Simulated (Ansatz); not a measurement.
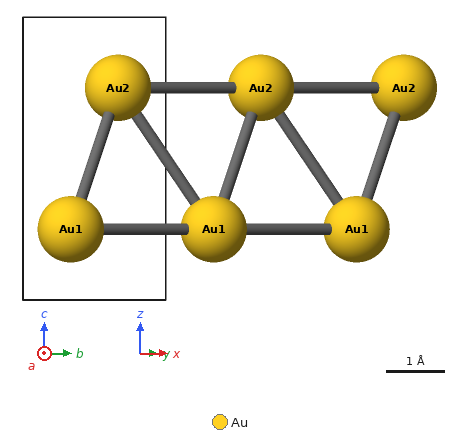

Energy scan for solid Au (Cmcm), in which the ratio of the cell's length along z to its lengths across, counted as 1 for the reference, is changed at fixed volume (a c/a path), with the atoms kept at their fractional coordinates. x, y and z are the Cartesian axes of the input. The picture shows the reference cell. A ball-and-stick model of the cell of the calculation, repeated 2 × 3 × 1 with one cell outlined, seen along the a axis.

Computed with DFT r2SCAN, scalar-relativistic, plane waves, PAW in Ansatz 0.2.0. Set-up: plane-wave cutoff 500 eV; k-point mesh 22 × 22 × 12; occupations gaussian; smearing width 0.15 eV; no spin polarisation. Energies (free energies at the smearing named) are counted from the cell as listed in its source, which wasn't relaxed.

Input
```yaml
crystal:
  lattice:
    - [1.411309965, -2.555933025, 0.0]
    - [1.411309965, 2.555933025, 0.0]
    - [0.0, 0.0, 4.89316961]
  atoms:
    - { symbol: Au, position: [0.66532797, 0.33467203, 0.25] }
    - { symbol: Au, position: [0.33467203, 0.66532797, 0.75] }
basis:
  ecutwfc: 500
kpoints:
  mp_grid: { grid: [22, 22, 12] }
hamiltonian:
  xc: r2scan
scf:
  occupations: { method: gaussian, width: 0.15 }
output:
  forces: true
  stress: true
  eigenvalues: true
```

Launched with:
```bash
ansatz run input.yaml --threads 1 --pin off --max-ram 2560MiB --backend cpu --events-out ev --progress --plain --runs-dir out
```

### Give the energy at each point (the relative ratio: 0.85, 0.92, 0.96, 1.00, 1.05, 1.10, 1.20).

```
axial ratio over its reference value  energy change (meV/atom)
                                0.85                      54.4
                                0.92                      13.7
                                0.96                       2.3
                                1.00                       0.0
                                1.05                      10.7
                                1.10                      34.0
                                1.20                     123.5
```

Of the computed points the lowest is at the relative ratio 1.00, 0.0 meV/atom. The end points stand at 54.4 meV/atom (0.85) and 123.5 meV/atom (1.20). The distortion keeps the space group Cmcm. At the relative ratio 1.20 the cell of the drawing goes a 2.920 → 2.748 Å, b 2.920 → 2.748 Å, c 4.893 → 5.526 Å.

The computed profile:

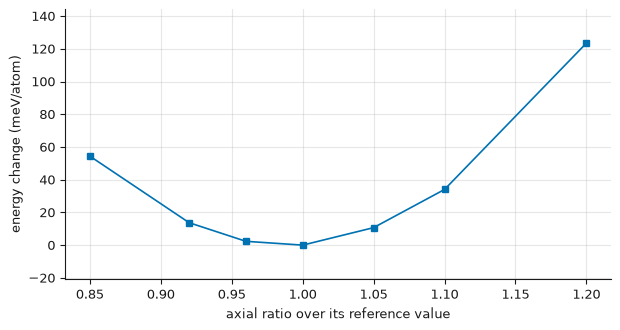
